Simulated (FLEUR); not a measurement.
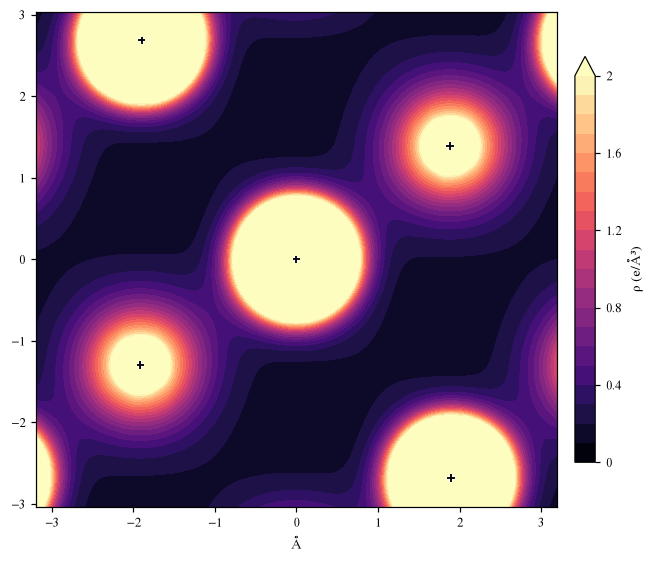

The total electron density on a plane through atoms (crosses mark nuclei in the plane).

Level of theory: Kohn-Sham DFT of a periodic cell, PBE, all-electron (FLEUR MaX-R8.1 (later development tree)).

Candidates:
A. HfC, a = 5.70 Å, b = 3.29 Å, c = 3.29 Å, α = 90.00°, β = 125.26°, γ = 90.00°. Space group P1; changed on purpose from its base cell (atoms moved at random by about 0.05 A); not relaxed (largest force 0.4 eV/Å).
B. CdS, a = 5.51 Å, b = 5.51 Å, c = 5.51 Å, α = 90.00°, β = 90.00°, γ = 90.00°. Space group Fm-3m; a structure from a database of computed crystals, not necessarily the ambient phase.
C. Ca, a = 5.59 Å, b = 5.59 Å, c = 5.59 Å, α = 90.00°, β = 90.00°, γ = 90.00°. Space group Fm-3m.

Question: Which system is this?

Answer: Candidate A: HfC on the (010) plane of the standardised cell, which holds Hf and C. Hf–C (2.31 Å): the density is about 0.49 e/Å³ at the midpoint. Hf–C (2.34 Å): ρ at the midpoint is about 0.46 e/Å³.
